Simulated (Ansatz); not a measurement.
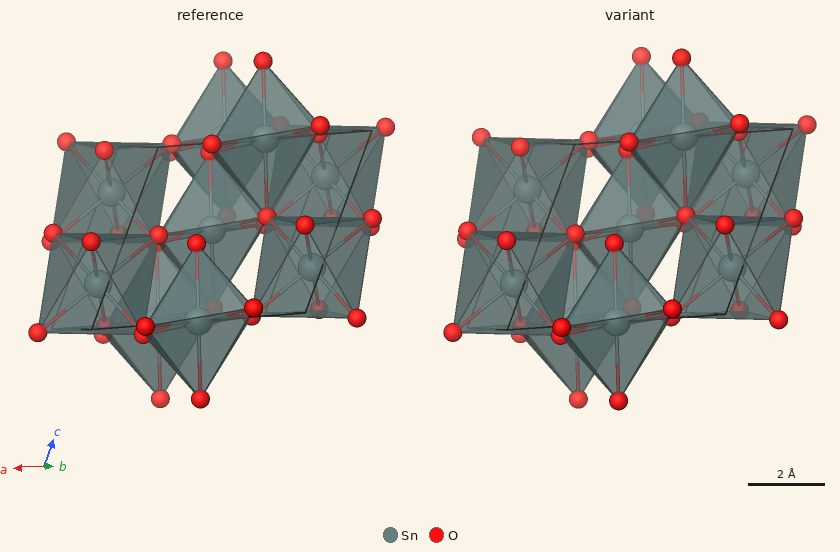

Left: crystalline SnO2. Right: the same structure after one change, at the same scale. The picture is a polyhedral view of the cell of the calculation, seen from a free direction.

The calculation used DFT r2SCAN, scalar-relativistic, plane waves, PAW (Ansatz). Settings: plane-wave cutoff 500 eV; k-point mesh 6 × 6 × 6; occupations gaussian; smearing width 0.02 eV; no spin polarisation.

Which change leads from the left to the right?

The volume is changed by +6.0 %. The cell's shape and the atoms are relaxed at that volume.

And its effect?

It costs 24.2 meV per atom. Pressure: 0.0 GPa before, −10.1 GPa after. The gap on the k-mesh goes from 1.77 to 1.19 eV. Cell: a = b = c 5.736 → 5.850 Å (+2.0 %), α 112.2° → 113.0°, β 108.1° → 107.8°, γ 108.1° → 107.8°. Volume +6.0 %. The largest moves relative to the cell, 0.010 Å, are those of O atoms. Sn stays in place. Some distances before and after: O–Sn 2.064 → 2.091 to 2.120 Å. The space group stays P4_2/mnm (No. 136).
